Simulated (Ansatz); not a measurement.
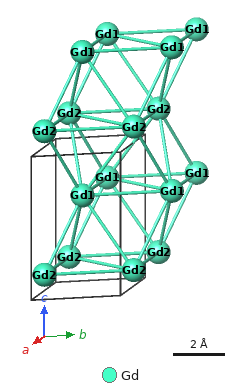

This is the input geometry for a relaxation of solid Gd (built on the hcp type) (coarse preliminary run). The picture is a ball-and-stick view of the cell of the calculation, repeated 2 × 2 × 2 with one cell outlined, seen slightly off an axis.

Computed with DFT PBE, scalar-relativistic, plane waves, PAW in Ansatz.

The input:
```yaml
crystal:
  lattice:
    - [3.64, 0.0, 0.0]
    - [-1.82, 3.1523324698, 0.0]
    - [0.0, 0.0, 5.78032]
  atoms:
    - { symbol: Gd, position: [0.3333333333, 0.6666666667, 0.75], spin: 7.0 }
    - { symbol: Gd, position: [0.6666666667, 0.3333333333, 0.25], spin: 7.0 }
basis:
  ecutwfc: 420
  ecutrho_ratio: 4
kpoints:
  mp_grid: { grid: [6, 6, 4] }
hamiltonian:
  xc: pbe
scf:
  occupations: { method: gaussian, width: 0.05 }
output:
  forces: true
  stress: true
  eigenvalues: true
  populations: true
magnetization:
  spin_polarized: true
relax:
  f_tol: 0.03
  max_steps: 60
  cell: { stress_tol: 0.3 }
```

What does the optimiser find from here?

Answer. No atom moves by more than 0.005 Å relative to the cell. The drawn cell changes as follows: a = b 3.640 → 3.647 Å (+0.2 %), c 5.780 → 5.818 Å (+0.7 %); the volume changes by +1.1 %. Among the contacts that change: Gd1–Gd2 3.573 → 3.591 Å, Gd1–Gd1 3.640 → 3.647 Å. The space group stays P6_3/mmc (No. 194). Over 1 accepted move (2 points after the start) the energy falls by 0.6 meV per atom. All forces vanish by symmetry, so only the cell relaxes. Pressure: 0.42 GPa at the start and 0.03 GPa at the end. At 1 point the geometry stayed and the basis and grid were re-selected for the new cell (energy shift of 0.1 meV per atom at most each time). The run took about 30 core-seconds on a shared host.

The structure at the end:

```xyz
2
Lattice="3.6474 0.0000 0.0000 -1.8237 3.1587 0.0000 0.0000 0.0000 5.8182" Properties=species:S:1:pos:R:3 pbc="T T T"
Gd    0.0000    2.1058    4.3636
Gd    1.8237    1.0529    1.4545
```
